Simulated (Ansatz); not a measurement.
Structure data:

```cif
data_structure
_symmetry_space_group_name_H-M 'P 1'
_symmetry_Int_Tables_number 1
_cell_length_a 2.6546
_cell_length_b 4.9410
_cell_length_c 2.5633
_cell_angle_alpha 90.000
_cell_angle_beta 90.000
_cell_angle_gamma 90.000
_cell_volume 33.62
loop_
_atom_site_label
_atom_site_type_symbol
_atom_site_fract_x
_atom_site_fract_y
_atom_site_fract_z
_atom_site_occupancy
Ge1 Ge 0.50000 0.50000 0.00000 1
Ge2 Ge 0.00000 0.00000 0.00000 1
```

> Work out the structure from the coordinates.

The element is germanium. Its lattice is base-centred orthorhombic, its space group Cmmm (No. 65). The cell holds two atoms. Ge is coordinated by eight Ge at 2.56 to 2.80 Å. The bonds build a three-dimensional framework.

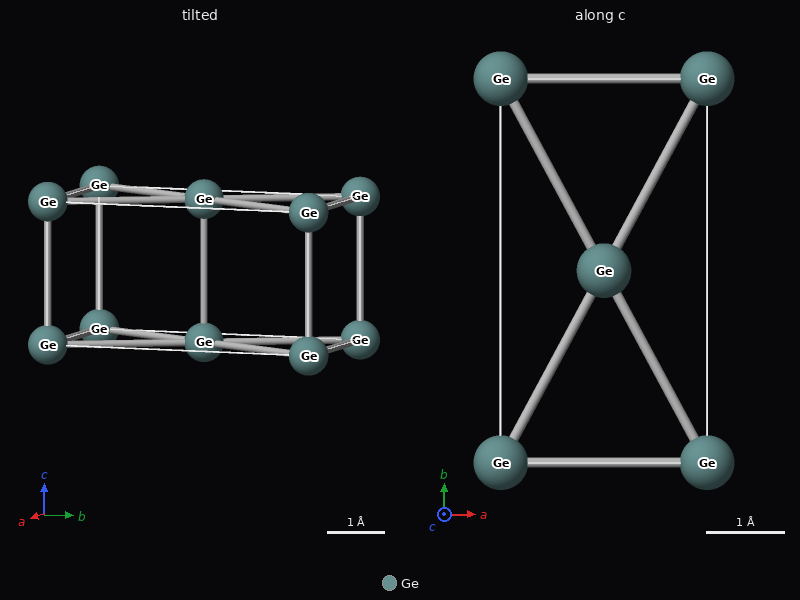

Structure drawing (ball-and-stick), viewed slightly off an axis and along the c axis. One conventional unit cell is framed, with atoms on its boundary repeated. Colours: germanium teal.

Its origin is a structure listed in the Materials Project. The cell was then strained or its atoms displaced on purpose. A calculation with Ansatz used it as input.

At this level of theory the cell isn't at rest (compressed, at 13 GPa), so its distances can differ from those at equilibrium, the more so the softer the solid.
